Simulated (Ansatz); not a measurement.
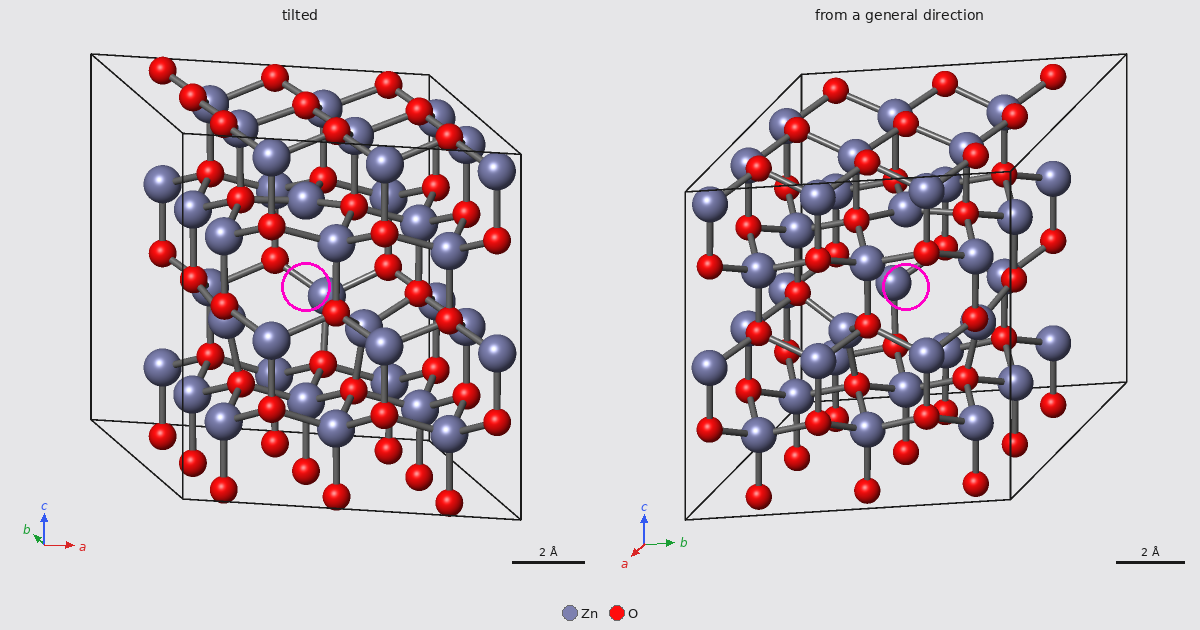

Structure drawing (ball-and-stick), viewed slightly off an axis and from a general direction. The parallelepiped is the supercell. The host is ZnO, in a cell of 72 sites, and the cell carries a charge of +2. A ring marks the defect's site.

Where does the cell differ from the host, and how?

An oxygen vacancy. Around the empty site lie four Zn at about 2.4 to 2.5 Å.

The atoms were relaxed in the host's cell with DFT PBE, scalar-relativistic, plane waves, PAW in Ansatz.
